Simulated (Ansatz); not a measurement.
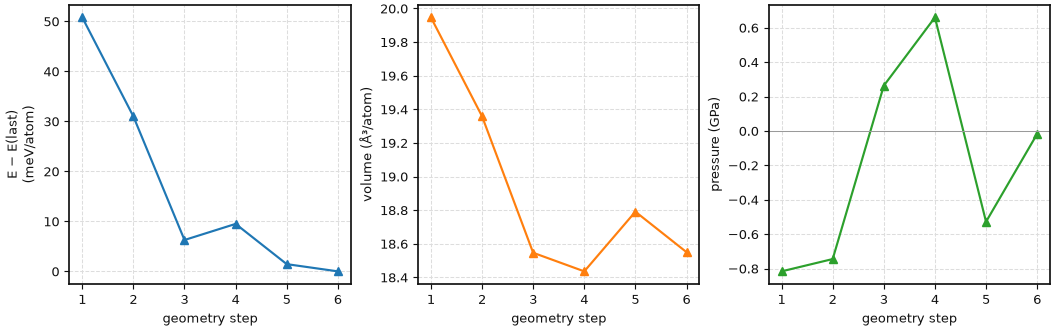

History of a geometry optimisation. Atoms and cell relax. A closing SCF on a freshly chosen basis isn't drawn.

System: Zn (P6_3/mmc, 4 atoms in the cell).
Method: DFT PBEsol, scalar-relativistic, plane waves, PAW in Ansatz; cutoff 420 eV, 6×6×4 k-mesh, Gaussian smearing of 0.1 eV.

Question: How did it end, and what did it gain?

Answer: The optimisation met its thresholds at geometry 6, counting the start as the first. The energy fell by about 51 meV/atom from the first step to the last. Step 4 went uphill and was rejected by the line search. All forces vanish by symmetry, so only the cell moves.

Question: Was the starting cell too large or too small?

Answer: The volume shrinks from 19.9 to 18.6 Å³ per atom (−7 %), as the pressure goes from −0.82 GPa to about 0 GPa. The start was expanded.
